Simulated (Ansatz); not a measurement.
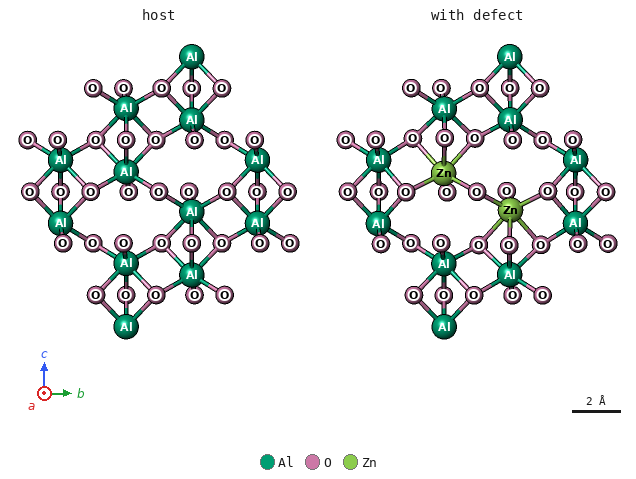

Left: perfect Al2O3. Right: the same region with a pair of point defects, after relaxing the atoms in a supercell of 120 sites. Style: ball-and-stick. Shown: the atoms within 6.0 Å of one point, in a slice 4.2 Å thick across the line of sight, along the a axis.

These are results of DFT, PBEsol, PAW, plane waves in Ansatz 0.2.0, not measurements. Settings: plane-wave cutoff 420 eV; k-point mesh 1 × 1 × 1; mesh shifted by (0.25, 0.25, 0.25); no spin polarisation. Fermi-Dirac smearing of 0.01 eV. The axes drawn are those of the host's conventional cell.

### What kind of defect was made?

Two aluminium atoms are replaced by zinc, the two sites 3.2 Å apart.

The charge state of the cell is 0.

### What does the relaxation do around it?

One site: in the host the Al atom has 6 O at 1.86 to 1.98 Å; the Zn atom ends with 6 O at 1.91 to 2.13 Å. The other site: in the host the Al atom has 6 O at 1.86 to 1.98 Å; the Zn atom ends with 6 O at 1.91 to 2.13 Å. Of the host's atoms, an oxygen atom moves furthest from its site, by 0.13 Å. The Zn atom itself moves 0.08 Å from where it was put. The Zn atom itself moves 0.07 Å from where it was put.
